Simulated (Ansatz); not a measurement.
Ru. A set of calculations on one system.

Space group P6_3/mmc; the calculation finds a residual pressure of about 4 GPa at this fixed cell.

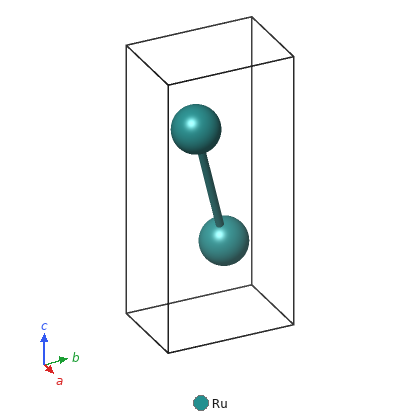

The conventional cell.

The calculation's input:

```
crystal:
  lattice:
    - [2.7058, 0.0, 0.0]
    - [-1.3529, 2.3432915376, 0.0]
    - [0.0, 0.0, 4.2819]
  atoms:
    - { symbol: Ru, position: [0.3333333333, 0.6666666667, 0.25] }
    - { symbol: Ru, position: [0.6666666667, 0.3333333333, 0.75] }
basis:
  ecutwfc: 420
  fft_grid_basis: typed
kpoints:
  mp_grid: { grid: [15, 15, 8] }
hamiltonian:
  xc: pbe
scf:
  occupations: { method: gaussian, width: 0.05 }
output:
  forces: true
  stress: true
  eigenvalues: true
  bader: true
  write_density: true
  volumetric_format: npy
  elf: true
```

Command:

```sh
ansatz run input.yaml --threads 2 --pin off --max-ram 4096MiB --backend cpu --events-out ev --progress --plain --runs-dir out
```

The picture shows the conventional cell (a = 2.71 Å, b = 2.71 Å, c = 4.28 Å, α = 90.00°, β = 90.00°, γ = 120.00°).

Method: Ansatz 0.2.0, DFT PBE, scalar-relativistic, plane waves, PAW.

Core electrons are frozen (PAW), so the maps are meaningful between the atoms, not at the nuclei.

### 1. Bonding charge

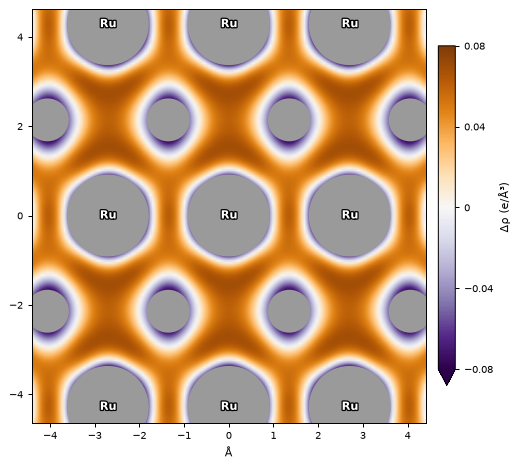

Deformation density (self-consistent density less superposed neutral spherical atoms): a map on the (100) plane of the conventional cell, with grey discs over the atomic cores. Cores are masked to 0.9 Å (Ru).

Question: Read the map: where is density gained and where lost?

Answer: Ru–Ru (2.65 Å): Δρ is +0.08 e/Å³ at the midpoint. Over the whole cell, outside the masked cores, the largest gain, 0.08 e/Å³, lies 1.3 Å from a ruthenium nucleus, and the largest loss lies at the edge of the masked core of Ru. The rearranged charge, half the integral of |Δρ|, is about 0.37 e an atom.

### 2. Change of volume

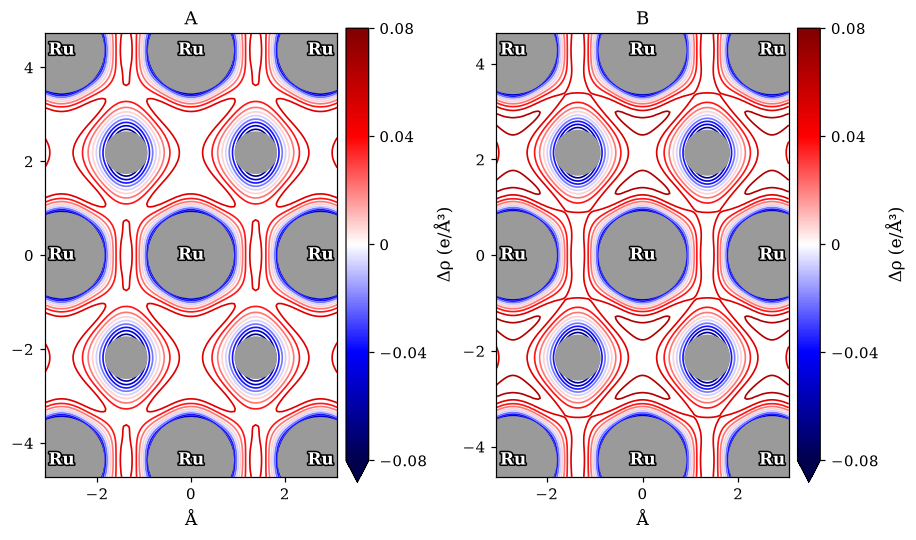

Ru: deformation density on the (010) plane of the conventional cell at two volumes, with the same fractional coordinates and one colour scale. Grey discs cover the cores. Panel A has 106 % of the volume of panel B.

Question: How do bonds, bonding charge and pressure respond to this change of volume?

Answer: From B to A, Ru–Ru goes from 2.65 to 2.70 Å, and Δρ at its midpoint from +0.08 to +0.07 e/Å³.
- The pressure is 4 GPa in B and −12 GPa in A.
- The rearranged charge is 0.37 e an atom in B and 0.37 e in A.

### 3. Moving an atom

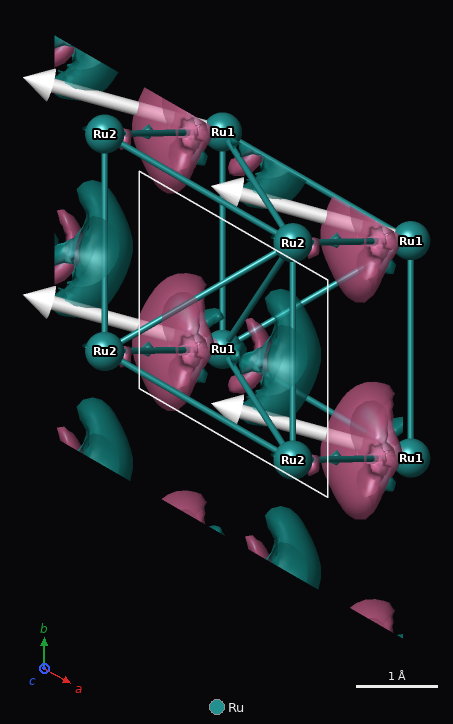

*Ru1 was moved by 0.10 Å roughly along [−1 0 0] in the axes of the cell drawn (arrow, not to scale). Change of the density less the rigid motion of the neutral atom's own density: teal surfaces at +0.02 and pink ones at −0.02 e/Å³, in the cell of the calculation (origin moved) seen along the c axis.*

Question: How do the electrons respond beyond following the atom?

Answer: About 0.08 e is rearranged in the cell. Outside the cores the largest gain lies at the edge of the masked core of Ru, and the largest loss lies there too, on other sides.

Question: How much does the computed force on the atom change?

Answer: The force on it changes by 0.70 eV/Å along the move, against it: a stiffness of about 7 eV/Å² for this sublattice shift.

### 4. Putting it together

The two pressures give a mean stiffness −ΔP/Δln V of about 291 GPa over this range, with the atoms held at their fractional positions.

Run times: 7 s (base cell), 8.7 s (scaled cell) and 23 s (moved atom), on 2 threads of AMD EPYC 7R43 64-Core Processor (Zen 3), on a shared host.
